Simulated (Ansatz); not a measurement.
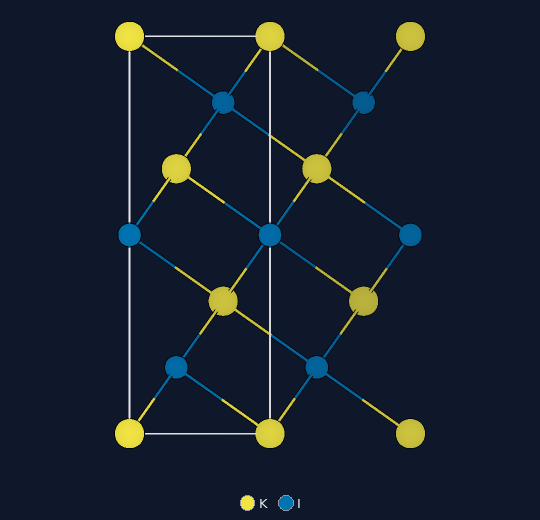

The picture looks along a close-packed row of the hexagonal mesh; [111] points upwards. Every atom sits on one of the three columns of the mesh; call them A, B, C in the order in which they first turn up. The box is the hexagonal cell of the face-centred cubic lattice. The sequence starts with the first layer at or above the cell's origin.

KI: the end point of a relaxation with DFT, HSE06, plane waves, PAW in Ansatz 0.2.0.

### Give the sequence of layers in one repeat, with element and column.

K(A) – I(B) – K(C) – I(A) – K(B) – I(C) (six layers in 12.37 Å).

### How are the I layers alone stacked?

I layers alone: BAC, the cubic close-packed type.

### Which positions between or in the I layers do the other atoms fill?

K: three octahedral sites, counted in one hexagonal cell.

Heights of the layers:

| layer | atoms (column) | height (Å) | to next (Å) |
| --- | --- | --- | --- |
| 1 | K(A) | 0.00 | 2.06 |
| 2 | I(B) | 2.06 | 2.06 |
| 3 | K(C) | 4.12 | 2.06 |
| 4 | I(A) | 6.19 | 2.06 |
| 5 | K(B) | 8.25 | 2.06 |
| 6 | I(C) | 10.31 | 2.06 |
